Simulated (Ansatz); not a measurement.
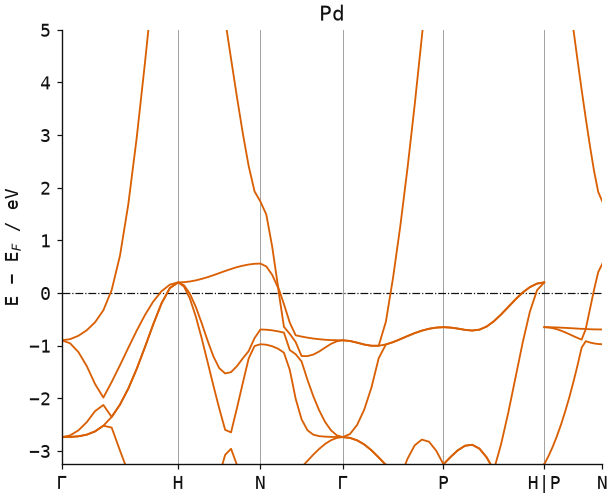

What does this figure show?

Band structure of bcc Pd, space group Im-3m, 1 atom in the primitive cell (cubic a = 3.145 Å). Computed with Ansatz 0.2.0: BLYP, Ansatz PAW, no spin polarisation, no spin-orbit coupling, 12×12×12 k mesh, 420 eV cutoff, Fermi-Dirac smearing of 0.05 eV. Energies are counted from the Fermi level.

A metal: 4 bands cross the Fermi level along this path. Bands cross the Fermi level on every line of the path.

The PAW data sets were made with another functional. The cell is at 9 GPa in this functional. This isn't the form of Pd at room conditions, which is fcc.
